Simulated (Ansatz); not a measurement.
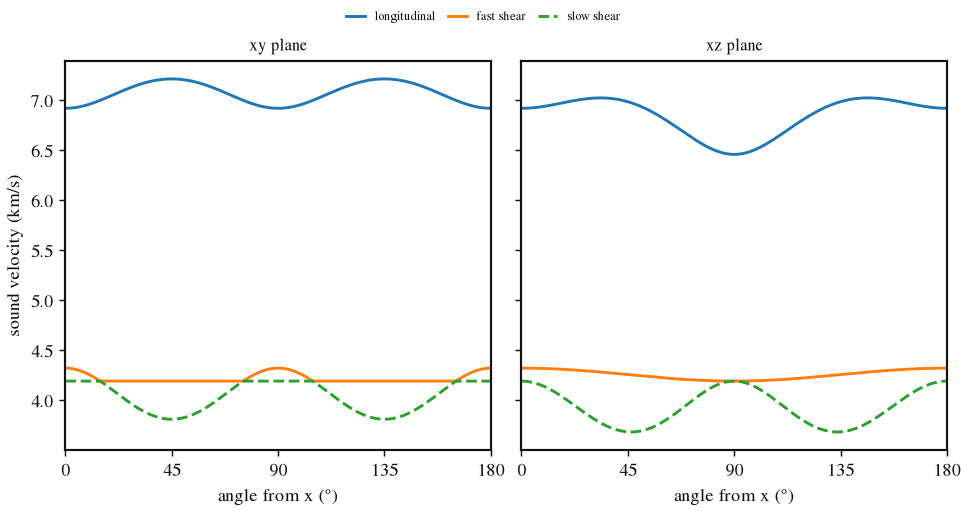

Computed with Ansatz 0.2.0: elastic stress-strain coefficients at zero temperature from small strains of the given cell, Voigt order xx yy zz yz xz xy, Cartesian axes of the cell vectors; plane waves with PAW datasets, Γ-centred k mesh. Level: PBEsol, no spin polarisation.

wave cutoff 420 eV; k mesh 16×16×16; occupations Fermi–Dirac; smearing width 0.15 eV; ions relaxed; strain amplitude 0.005.

The given structure:
```yaml
crystal:
  lattice:
    - [-1.53597, 1.53597, 7.13847]
    - [1.53597, -1.53597, 7.13847]
    - [1.53597, 1.53597, -7.13847]
  atoms:
    - { symbol: Al, position: [0.00000, 0.00000, 0.00000] }
    - { symbol: Al, position: [0.80619, 0.80619, 0.00000] }
    - { symbol: Al, position: [0.19381, 0.19381, 0.00000] }
    - { symbol: Ru, position: [0.60545, 0.60545, 0.00000] }
    - { symbol: Ru, position: [0.39455, 0.39455, 0.00000] }
```

Figure. Sound velocities against the direction of travel in the xy and xz planes, from the elastic constants and the density for Al₃Ru₂, space group I4/mmm (No. 139).

Along x the longitudinal wave runs at 6.92 km/s and the transverse ones at 4.32 and 4.19 km/s; along y the longitudinal wave runs at 6.92 km/s and the transverse ones at 4.32 and 4.19 km/s; along z the longitudinal wave runs at 6.46 km/s and the transverse ones at 4.19 and 4.19 km/s; along x + y they run at 7.21, 4.19 and 3.81 km/s (density 6.98 g/cm³). Over all directions E runs from 227 to 311 GPa, a ratio of 1.37. E is 260 GPa along x, 260 GPa along y and 227 GPa along z, and 308 GPa along the body diagonal x + y + z. The Hill averages are K = 190 GPa and G = 113 GPa, Poisson's ratio 0.25; K/G = 1.68.

Limits of the calculation: metal sensitive to the k mesh.

Input of the run:
```
crystal:
  lattice:
    - [-1.5359653344, 1.5359653344, 7.1384686894]
    - [1.5359653344, -1.5359653344, 7.1384686894]
    - [1.5359653344, 1.5359653344, -7.1384686894]
  atoms:
    - { symbol: Al, position: [0.0, 0.0, 0.0] }
    - { symbol: Al, position: [0.8061890603, 0.8061890603, 0.0] }
    - { symbol: Al, position: [0.1938109397, 0.1938109397, 0.0] }
    - { symbol: Ru, position: [0.6054520371, 0.6054520371, 0.0] }
    - { symbol: Ru, position: [0.3945479629, 0.3945479629, 0.0] }
basis:
  ecutwfc: 420
kpoints:
  mp_grid: { grid: [16, 16, 16] }
hamiltonian:
  xc: pbesol
scf:
  occupations: { method: fermi_dirac, width: 0.15 }
output:
  forces: true
  stress: true
  eigenvalues: true
elastic:
  mode: relaxed_ion
  amplitude: 0.005
  stencil: two_point
```

Launched with:
```bash
ansatz run input.yaml --threads 2 --pin off --max-ram 7168MiB --backend cpu --events-out ev --progress --plain --runs-dir out
```
